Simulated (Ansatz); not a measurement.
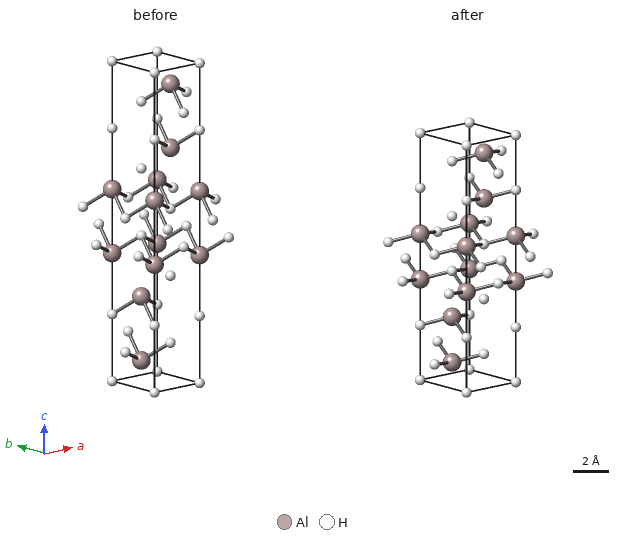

The structure of a crystal of Al₂H₃ (built on the tetradymite_166 type) (coarse preliminary run) before (left) and after (right) a relaxation, at one scale.

A ball-and-stick model of the conventional cell (3 times the calculation's cell), seen from a free direction. Lengths and directions refer to the drawn axes.

Case: tetradymite type (R-3m, No. 166).

All numbers below come from DFT PBE, scalar-relativistic, plane waves, PAW (Ansatz 0.2.0). (plane-wave cutoff 420 eV; k-point mesh 6 × 6 × 6; occupations gaussian; smearing width 0.1 eV; no spin polarisation; cell and atoms relaxed; force threshold 0.04 eV/Å; at most 70 steps)

### Describe what moved and what it gained.

After 10 accepted moves (12 points after the start) the energy has fallen by 109 meV per atom. Largest force component: 0.41 eV/Å at the start, 0.034 eV/Å at the end. Pressure: −6.17 GPa at the start and 0.03 GPa at the end. The line search rejected the trial step at point 9 of the run. The SCF was repeated once at an unchanged geometry on a basis and grid sized afresh for the cell, which shifted the energy by 1.5 meV per atom at most. The largest moves relative to the cell, 0.20 Å, are those of H atoms. By element the largest moves are H 0.20 Å, Al 0.12 Å. The volume changes by −7.6 %, with a = b 2.900 → 3.173 Å (+9.4 %), c 20.166 → 15.567 Å (−22.8 %). Among the contacts that change: Al–H 2.033 → 1.918 Å. The space group stays R-3m (No. 166).
